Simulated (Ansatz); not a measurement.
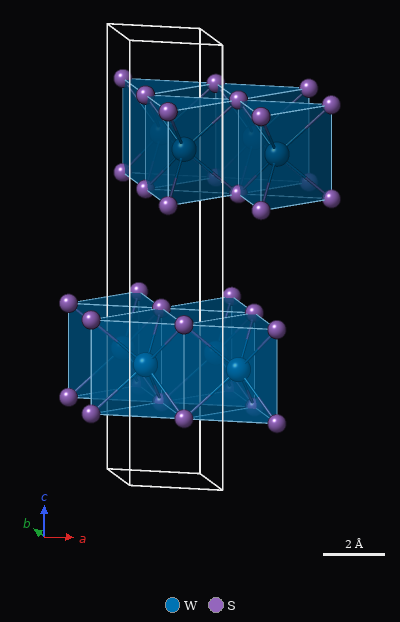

*The starting structure (polyhedral view of the cell of the calculation, repeated 2 × 2 × 1, seen slightly off an axis; polyhedra are completed across the faces of the cell).*

**WS2: geometry relaxation**

The run: geometry relaxation of WS2 (P6₃/mmc, 6 atoms in the cell). Method and program: DFT PBE, scalar-relativistic, plane waves, PAW, no spin polarisation (Ansatz 0.2.0).

The structure derives from a Materials Project entry.

Log
```
Engine: ansatz 0.2.0, x86_64-unknown-linux-gnu
Pseudopotentials: kind: paw
Pseudopotential: W, paw, valence charge 14, recommended cutoff 420 eV (normal), W.paw.azcp
Pseudopotential: S, paw, valence charge 6, recommended cutoff 420 eV (normal), S.paw.azcp
Functional definition: PBE
  parameter kappa = 0.804
  parameter beta = 0.06672455060314922
  exchange = pbe_x(kappa = kappa, mu = beta*pi^2/3)
  correlation = pbe_c(beta = beta)
Crystal: 6 atoms, lattice volume = 130.874 Å³
Basis set: ecut = 420 eV, 2593 PW (Γ), exchange–correlation on 48×48×200 points (8 copies of the dense FFT grid, shifted against one another)
Bands: 32, of which v1, the nominal top of the filled ones, is band 26 counted from 1 (25 counted from 0)
Symmetry: 24 space group operations
Space group: P63/mmc (ITA 194), of the structure as read, at distance tolerance 5.1e-5 Å
k-points: 38 of 288
Non-local potential: W, projectors of the file, l = 0: 3, l = 1: 2, l = 2: 2, l = 3: 1
Non-local potential: S, projectors of the file, l = 0: 2, l = 1: 2, l = 2: 2
PAW form: soft (Blöchl's): semilocal exchange-correlation on the pseudo side does not see the compensation charge
PAW one-centre angular grid: W, 590 points (default); XC on 64 Gauss nodes
PAW one-centre angular grid: S, 110 points (default); XC on 64 Gauss nodes
Initial density: superposition of atomic densities (neutral atoms: chi_scale 0, normalization atom), corrected by the library's trained network
Initial wavefunctions: pseudopotential atomic-orbital guess
Functional: x = pbe(κ = 0.804, μ = 0.2195149727645171), c = pbe(β = 0.06672455060314922)
SCF iter   1: F=—  HF=-24382.877005 eV  |F-HF|=—  |Δ(HF+E_count)|=         —  Δρ=5.27e-3  dr2=5.03e-2  ethr=1.77e-3  ⟨swp⟩=7.3  Hψ=5850  notcnv=0
preconditioner: auto → Resta (q_TF=auto, 2.339 Å⁻¹)  ε∞=6.5  [insulator: Δε(μ)=1.576 eV  Ē_g=8.268 eV  σ=0.020 eV  W_gap=1.00  n_scr=28 (ndim 8)  ℏωp=19.5 eV  f_vac=0.186  D(μ)=0.00/eV (n_scr^D=0)  ε∞_Penn≈6.5]
SCF iter   2: F=—  HF=-24382.878649 eV  |F-HF|=—  |Δ(HF+E_count)|=   1.64e-3  Δρ=2.68e-3  dr2=4.86e-3  ethr=9.67e-5  ⟨swp⟩=2.3  Hψ=2061  notcnv=0  defer=61
SCF iter   3: F=—  HF=-24382.881780 eV  |F-HF|=—  |Δ(HF+E_count)|=   3.13e-3  Δρ=1.33e-3  dr2=1.60e-3  ethr=9.35e-6  ⟨swp⟩=2.1  Hψ=1847  notcnv=0  defer=61
SCF iter   4: F=—  HF=-24382.883023 eV  |F-HF|=—  |Δ(HF+E_count)|=   1.24e-3  Δρ=1.58e-4  dr2=6.84e-5  ethr=3.07e-6  ⟨swp⟩=2.0  Hψ=1811  notcnv=0  defer=61
SCF iter   5: F=—  HF=-24382.882951 eV  |F-HF|=—  |Δ(HF+E_count)|=   7.13e-5  Δρ=5.70e-5  dr2=1.49e-5  ethr=1.32e-7  ⟨swp⟩=2.0  Hψ=1823  notcnv=0  defer=61
SCF iter   6: F=—  HF=-24382.882953 eV  |F-HF|=—  |Δ(HF+E_count)|=   1.30e-6  Δρ=2.36e-5  dr2=1.56e-6  ethr=2.86e-8  ⟨swp⟩=2.0  Hψ=1622  notcnv=0  defer=61
SCF iter   7: F=-24382.882954 eV  HF=-24382.882954 eV  |F-HF|=2.79e-8  |Δ(HF+E_count)|=   1.47e-6  Δρ=5.30e-6  dr2=5.78e-8  ethr=1.92e-10  ⟨swp⟩=13.6  Hψ=10288  notcnv=0
SCF 1 converged in 7 iterations: F = -24382.882954 eV  dr2 = 5.78e-8
  greatest PAW one-centre occupation: 1.000 electrons in one spin orbital (limit 2), on the W atom at site 1 (counted from 0), in its partial waves of l = 0
relax step   1: F+E_penalty+E_count = -24382.88295403 eV  Δ(F+E_penalty+E_count) = +0.000e0 eV  max|allowed force component| = 9.820e-6 eV/Å  Δτ_max = 0.0000 Å  P = -0.001 GPa  Ω = 130.874 Å³  (7 SCF iters, dr2 threshold 1.00e-7 eV, accepted)
Initial density: handed on by an earlier stage of this run
Initial wavefunctions: pseudopotential atomic-orbital guess (no wavefunctions were taken with the density)
iter 1 solved again at ethr=4.72e-7 eV; its pass at ethr=3.10e-3 eV (dr2=2.46e-4 eV) is discarded
SCF iter   1: F=—  HF=-24382.883045 eV  |F-HF|=—  |Δ(HF+E_count)|=         —  Δρ=5.36e-6  dr2=6.37e-8  ethr=4.72e-7  ⟨swp⟩=4.0  Hψ=9391  notcnv=0
eigensolver tolerance schedule: the retry pair's looser diagonalisation over-reported the residual by 3858.41 of it (diagonalisation noise at 1.43 of the residual, at the tolerance the schedule requests for it); recorded, not acted on — ethr = c·dr2/N_el stays at c = 1.0e-1
preconditioner: auto → Resta (q_TF=auto, 2.339 Å⁻¹)  ε∞=6.5  [insulator: Δε(μ)=1.628 eV  Ē_g=8.299 eV  σ=0.020 eV  W_gap=1.00  n_scr=28 (ndim 8)  ℏωp=19.5 eV  f_vac=0.185  D(μ)=0.00/eV (n_scr^D=0)  ε∞_Penn≈6.5]
SCF iter   2: F=—  HF=-24382.882954 eV  |F-HF|=—  |Δ(HF+E_count)|=   9.07e-5  Δρ=3.07e-6  dr2=1.52e-8  ethr=1.22e-10  ⟨swp⟩=3.7  Hψ=3027  notcnv=0
SCF iter   3: F=—  HF=-24382.882954 eV  |F-HF|=—  |Δ(HF+E_count)|=   2.56e-8  Δρ=1.39e-6  dr2=5.59e-9  ethr=2.92e-11  ⟨swp⟩=2.0  Hψ=1882  notcnv=0
SCF iter   4: F=—  HF=-24382.882954 eV  |F-HF|=—  |Δ(HF+E_count)|=   3.26e-9  Δρ=5.72e-7  dr2=7.17e-10  ethr=1.08e-11  ⟨swp⟩=2.0  Hψ=1688  notcnv=0
SCF iter   5: F=—  HF=-24382.882954 eV  |F-HF|=—  |Δ(HF+E_count)|=   1.57e-9  Δρ=1.54e-7  dr2=7.07e-11  ethr=1.38e-12  ⟨swp⟩=2.1  Hψ=1825  notcnv=0
SCF iter   6: F=-24382.882954 eV  HF=-24382.882954 eV  |F-HF|=7.28e-12  |Δ(HF+E_count)|=  5.46e-11  Δρ=8.41e-8  dr2=1.98e-11  ethr=1.00e-12  ⟨swp⟩=7.2  Hψ=5976  notcnv=0
SCF 2 converged in 6 iterations: F = -24382.882954 eV  dr2 = 1.98e-11
relax step   2: F+E_penalty+E_count = -24382.88295406 eV  Δ(F+E_penalty+E_count) = -2.635e-8 eV  max|allowed force component| = 6.772e-6 eV/Å  Δτ_max = 0.0000 Å  P = -0.001 GPa  Ω = 130.874 Å³  stress off target by 3.63e-3 GPa  SCF on the basis re-selected at this cell (its energy is not comparable with the rows above)  (6 SCF iters)
```

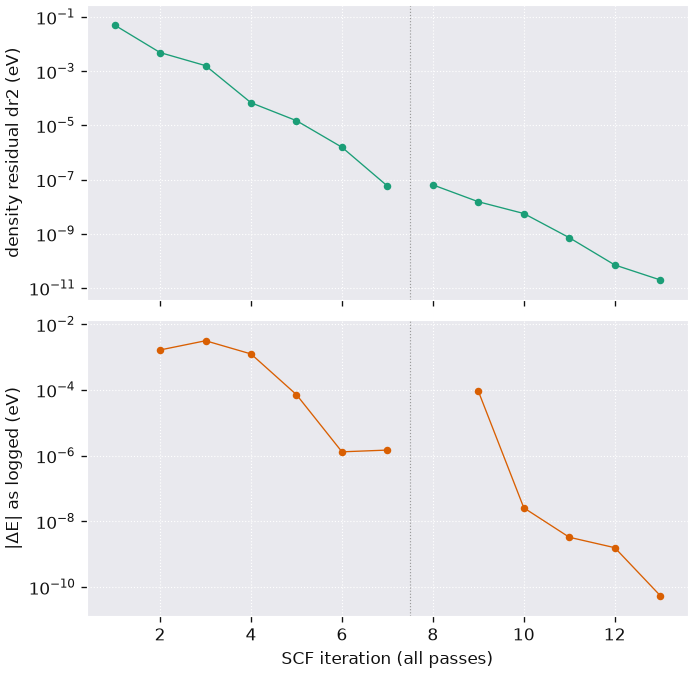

*Convergence of the self-consistent field: density residual dr2 and size of the energy change against the SCF iteration. The dotted lines part the SCF passes of the relaxation: geometry steps, rejected trials and re-solves on a re-selected basis.*

The passes take 7 and 6 iterations.

```
basis re-selected at this cell: Δ(F+E_penalty+E_count) = -2.635e-8 eV, ΔP = -0.000 GPa vs the last step (what re-selecting the basis moved, of the pressure what is left beyond the Pulay correction that the steps carried, after the strain that the cell walked since its last selection, with what the two solves' SCF thresholds leave and, on support functions, any second-order correction that the steps lacked; it is no measure of the basis error at this ecutwfc). This SCF's stress stands 3.63e-3 GPa from its target on what of the cell is left free (relax.cell.stress_tol is 5.00e-2 GPa) and its largest allowed force component is 6.77e-6 eV/Å (relax.f_tol is 5.00e-3 eV/Å): within both
SCF converged after 6 iterations
Free energy (F): -24382.882954 eV
Harris-Foulkes:  -24382.882954 eV  (|F-HF|=7.28e-12)
Internal energy: -24382.882954 eV  (E = F + TS)
E sigma→0 (E₀):  -24382.882954 eV
Fermi energy:    8.952556 eV
--- Per-component energies (eV) ---
  E_band       = -533.492752
  E_kinetic    = 1329.985191
  E_local      = -5419.344050  (includes V_loc(G=0)·N_el)
  E_nonlocal   = 114.493130
  E_hartree    = 2270.025894
  E_xc         = -923.279390
  E_vxc        = -828.637983  (∫ρ·V_xc dr)
  E_paw        = -19526.112662  (= ΣΔE_a)
  E_vpaw       = -270.040405  (= ΣTr[D̂ρ^β])
  E_aug_tail   = -0.000119  (compensation charges beyond the density's cutoff)
  E_ewald      = -2228.650948
  E_smearing   = -0.000000  (= −TS)
  E_closure    = -0.000000  (closes the sum)
  Σ components = -24382.882954   (vs F -24382.882954, Δ=0.00e0)
--- Forces (eV/Å), atoms counted from 1 ---
  atom   1  W      0.00000000     0.00000000     0.00000000
  atom   2  W      0.00000000    -0.00000000    -0.00000000
  atom   3  S     -0.00000000     0.00000000     0.00000677
  atom   4  S      0.00000000    -0.00000000     0.00000677
  atom   5  S     -0.00000000     0.00000000    -0.00000677
  atom   6  S      0.00000000    -0.00000000    -0.00000677
  max |Σ_I F_I| component: 5.78e-18 eV/Å
--- Stress (GPa, compression-positive) ---
       -0.003625       0.000000       0.000000
        0.000000      -0.003625      -0.000000
        0.000000      -0.000000       0.002872
  P = ⅓ Tr σ = -0.0015 GPa (-0.015 kbar)
--- Band table (eV; the first three rows and the last of 38) ---
  k-point 0: bands = ["-66.0054", "-66.0054", "-30.2773", "-30.2773", "-30.1294", "-30.1294", "-30.1294", "-30.1294", "-6.7732", "-6.7576", "-5.1591", "-5.1254", "1.5703", "1.7269", "5.1189", "5.1189", "5.1195", "5.1195", "5.5898", "6.1530", "6.3421", "6.3421", "6.3444", "6.3444", "7.7260", "8.1388", "10.8312", "10.8312", "10.8320", "10.8320", "10.9752", "10.9752"]
  k-point 1: bands = ["-66.0054", "-66.0054", "-30.2773", "-30.2773", "-30.1294", "-30.1294", "-30.1294", "-30.1294", "-6.7655", "-6.7655", "-5.1422", "-5.1422", "1.6463", "1.6463", "5.1192", "5.1192", "5.1192", "5.1192", "5.8465", "5.8465", "6.3433", "6.3433", "6.3433", "6.3433", "7.9605", "7.9605", "10.8316", "10.8316", "10.8316", "10.8316", "10.9807", "10.9807"]
  k-point 2: bands = ["-66.0043", "-66.0043", "-30.2733", "-30.2733", "-30.1518", "-30.1518", "-30.1346", "-30.1346", "-6.6600", "-6.6444", "-5.1169", "-5.0844", "1.7063", "1.8629", "4.8226", "4.8238", "5.2297", "5.2306", "5.2882", "5.6080", "6.1639", "6.1666", "6.4594", "6.6738", "7.6990", "8.0382", "10.6535", "10.7188", "10.7536", "10.7829", "10.8732", "10.8865"]
  k-point 37: bands = ["-65.9870", "-65.9870", "-30.3729", "-30.3729", "-30.3406", "-30.3406", "-30.2095", "-30.2095", "-4.3590", "-4.3590", "-4.2429", "-4.2429", "2.2383", "2.2383", "2.6361", "2.6361", "3.5030", "3.5030", "4.0827", "4.0827", "4.7367", "4.7367", "5.5962", "5.5962", "7.9581", "7.9581", "9.7669", "9.7669", "11.2922", "11.2922", "11.9627", "11.9627"]
--- Relaxed structure (1 steps of the walk, 1 accepted, 1 SCFs on fresh bases) ---
  F+E_penalty+E_count = -24382.88295406 eV   max|allowed force component| = 6.772e-6 eV/Å   (the final SCF, on the basis selected at the relaxed cell)
  cell:  # Å, volume = 130.8743 Å³
    - [3.187775174007298, 2.8933755657588842e-9, 0.0]
    - [-1.593887589509386, 2.760694280796992, 0.0]
    - [0.0, 0.0, 14.8712784403]
  atoms:
    - { symbol: W, position: [0.33333333333333337, 0.6666666666666667, 0.25000000000000006] }
    - { symbol: W, position: [0.6666666666666666, 0.33333333333333337, 0.75] }
    - { symbol: S, position: [0.33333333333333337, 0.6666666666666667, 0.6443541067000002] }
    - { symbol: S, position: [0.6666666666666666, 0.33333333333333337, 0.1443541067] }
    - { symbol: S, position: [0.33333333333333337, 0.6666666666666667, 0.8556458933000001] }
    - { symbol: S, position: [0.6666666666666666, 0.33333333333333337, 0.35564589330000007] }
```

Trajectory as extended XYZ (Å, eV, eV/Å), 2 frames, from step=1 to step=2
```
6
Lattice="3.1878 0.0000 0.0000 -1.5939 2.7607 0.0000 0.0000 0.0000 14.8713" Properties=species:S:1:pos:R:3:forces:R:3 step=1 energy=-24382.88295 pressure_GPa=-0.00
W     0.0000    1.8405    3.7178    0.0000   0.0000   0.0000
W     1.5939    0.9202   11.1535    0.0000   0.0000   0.0000
S     0.0000    1.8405    9.5824    0.0000   0.0000   0.0000
S     1.5939    0.9202    2.1467    0.0000   0.0000   0.0000
S     0.0000    1.8405   12.7245    0.0000   0.0000   0.0000
S     1.5939    0.9202    5.2889    0.0000   0.0000   0.0000
6
Lattice="3.1878 0.0000 0.0000 -1.5939 2.7607 0.0000 0.0000 0.0000 14.8713" Properties=species:S:1:pos:R:3:forces:R:3 step=2 energy=-24382.88295 pressure_GPa=-0.00
W     0.0000    1.8405    3.7178    0.0000   0.0000   0.0000
W     1.5939    0.9202   11.1535    0.0000   0.0000   0.0000
S     0.0000    1.8405    9.5824    0.0000   0.0000   0.0000
S     1.5939    0.9202    2.1467    0.0000   0.0000   0.0000
S     0.0000    1.8405   12.7245    0.0000   0.0000   0.0000
S     1.5939    0.9202    5.2889    0.0000   0.0000   0.0000
```

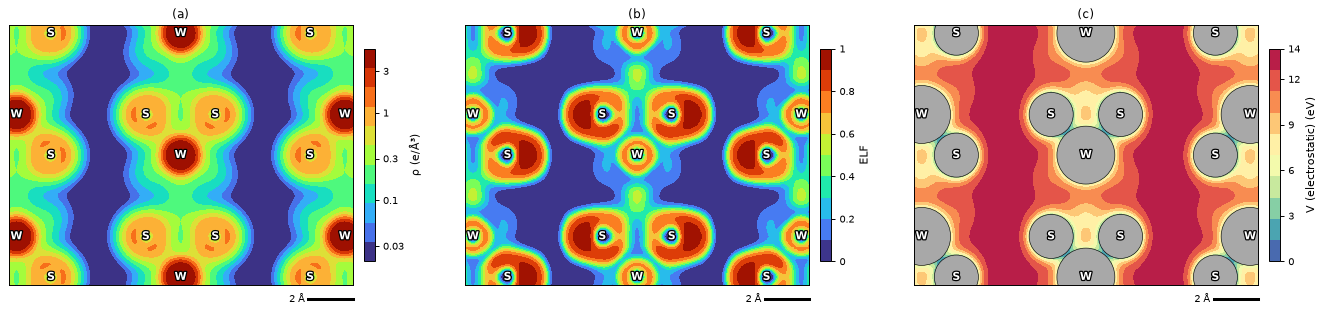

*(a) valence pseudo-density; (b) electron localisation function; (c) electrostatic potential energy of an electron on the (110) plane of the conventional cell. Grey discs, where drawn, cover atomic cores.*

Atoms in the plane: W and S. W–S (2.42 Å): the density is about 0.62 e/Å³ at the midpoint; the ELF is about 0.50 at the midpoint. Away from the nuclei the density in this plane falls to 0.003 e/Å³ at its lowest. The ELF has a maximum of about 0.55 in the space between the atoms. The strong features right at W lie inside the PAW spheres (semicore, d or f shells) and say nothing about bonding. Outside the cores the potential energy rises away from the atoms and is highest about 2.2 Å from the nearest atoms; outside the discs it spans about 13 eV, and its zero is arbitrary. Core electrons are frozen (PAW), so the fields are smoothed inside the atomic spheres.

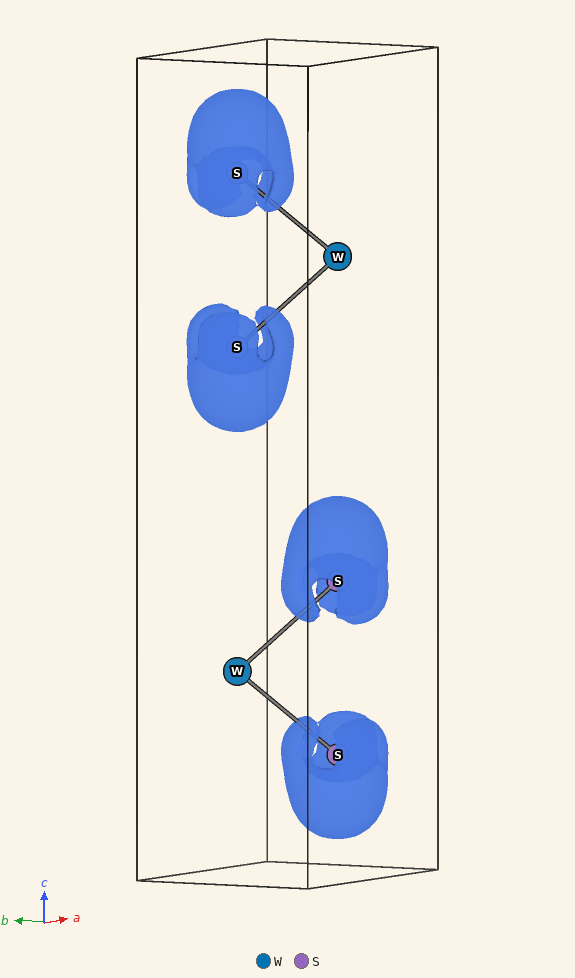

*Isosurface of the ELF at 0.8 (blue), seen at an oblique angle. Core shells and regions of very low density are left out. Sticks mark near contacts. The outline is the cell set on symmetry axes.*

Along the contacts the grid gives the following. W–S (2.42 Å): the ELF is about 0.50 at the midpoint.

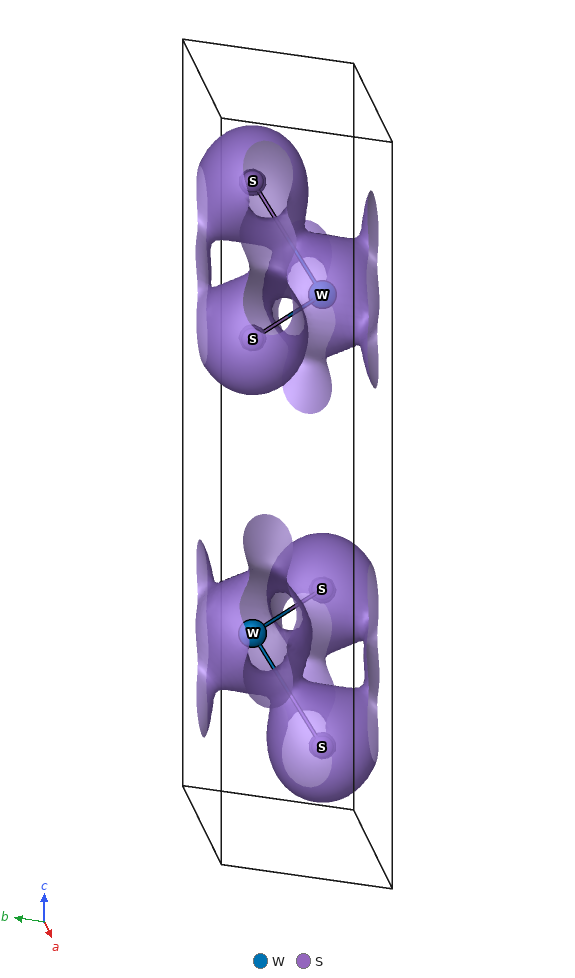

*Isosurface of the valence electron density at 0.5 e/Å³ (purple), seen at an oblique angle. Sticks mark near contacts. The outline is the cell set on symmetry axes.*

At this value the density is joined into sheets; it holds about 70 % of the electrons treated as valence (semicore included). On the grid the lowest density along these lines, outside the cores, is 0.62 e/Å³ (W–S, 2.42 Å).

The run was set up as follows.

Input
```yaml
crystal:
  lattice:
    - [3.187775174, 2.9e-09, 0.0]
    - [-1.5938875895, 2.7606942808, 0.0]
    - [0.0, 0.0, 14.8712784403]
  atoms:
    - { symbol: W, position: [0.3333333333, 0.6666666667, 0.25] }
    - { symbol: W, position: [0.6666666667, 0.3333333333, 0.75] }
    - { symbol: S, position: [0.3333333333, 0.6666666667, 0.6443541067] }
    - { symbol: S, position: [0.6666666667, 0.3333333333, 0.1443541067] }
    - { symbol: S, position: [0.3333333333, 0.6666666667, 0.8556458933] }
    - { symbol: S, position: [0.6666666667, 0.3333333333, 0.3556458933] }
basis:
  ecutwfc: 420
kpoints:
  mp_grid: { grid: [12, 12, 2] }
hamiltonian:
  xc: pbe
scf:
  occupations: { method: gaussian, width: 0.02 }
output:
  forces: true
  stress: true
  eigenvalues: true
  write_density: true
  write_potential: true
  elf: true
  volumetric_format: npy
relax:
  adjacent_minimum: "off"
  f_tol: 0.005
  max_steps: 80
  cell: { stress_tol: 0.05 }
```

Launched with:
```bash
ansatz run input.yaml --threads 4 --pin off --max-ram 8192MiB --backend cpu --events-out ev --progress --plain --runs-dir out
```

Results in brief

| quantity | value |
| --- | --- |
| outcome | converged |
| space group (tolerance 0.01 Å) | P6₃/mmc (194) |
| electrons treated | 52 |
| free energy | −24382.8830 eV |
| Fermi energy | 8.953 eV |
| gap on the k-point mesh | 1.63 eV |
| pressure | 0.00 GPa |
| final volume | 130.87 Å³ |
| largest force (length of the vector) at the end | under 0.001 eV/Å |
| final cell | a = 3.188 Å, b = 3.188 Å, c = 14.871 Å, α = 90.00°, β = 90.00°, γ = 120.00° |
| hardware | 4 threads of AMD EPYC (Zen 3), 189 GiB of memory available, shared host |
| wall time | 12 s (CPU time 38 s) |
| peak memory | 0.55 GiB |

Spin–orbit coupling is left out, which matters for W.
